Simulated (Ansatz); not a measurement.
The structure in question:

```cif
data_structure
_symmetry_space_group_name_H-M 'P 4/m m m'
_symmetry_Int_Tables_number 123
_cell_length_a 2.8216
_cell_length_b 2.8216
_cell_length_c 4.0783
_cell_angle_alpha 90.000
_cell_angle_beta 90.000
_cell_angle_gamma 90.000
_cell_volume 32.47
loop_
_atom_site_label
_atom_site_type_symbol
_atom_site_symmetry_multiplicity
_atom_site_Wyckoff_symbol
_atom_site_fract_x
_atom_site_fract_y
_atom_site_fract_z
_atom_site_occupancy
Ti1 Ti 1 d 0.50000 0.50000 0.50000 1
Al1 Al 1 a 0.00000 0.00000 0.00000 1
```

> Give a crystallographic description of this input.

The solid is TiAl. The space group is P4/mmm (No. 123); the lattice is primitive tetragonal. Its structure type: CuAu (L1₀) type. There are 2 atoms in the cell: 1 Ti, 1 Al. Each Ti is bonded to eight Al and four Ti in a cuboctahedral arrangement (2.85 Å to Al, 2.82 Å to Ti). Around each Al lie eight Ti and four Al in a cuboctahedral arrangement (2.85 Å to Ti, 2.82 Å to Al). The bonds build a three-dimensional framework.

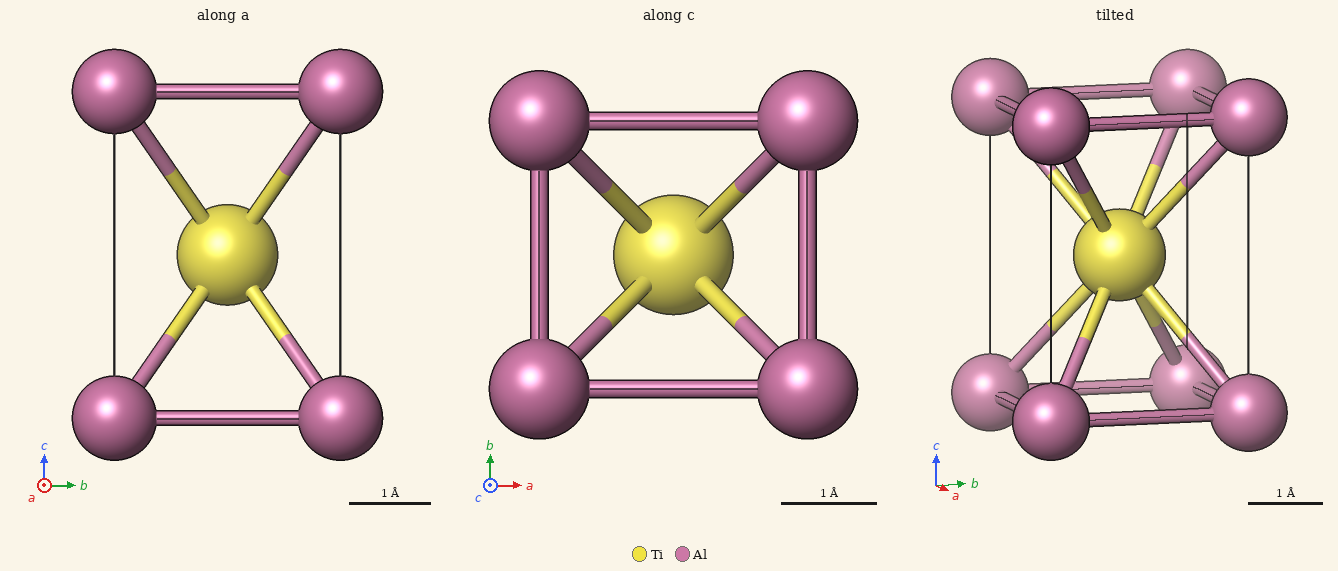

The figure gives a ball-and-stick picture of the atoms, viewed along the a axis, along the c axis and slightly off an axis. The conventional unit cell is outlined; an atom on or near a face, edge or corner is repeated at each equivalent position.

It goes back to a structure listed in the Materials Project. The structure drawn was relaxed with Ansatz, DFT PBE, scalar-relativistic, plane waves, PAW.
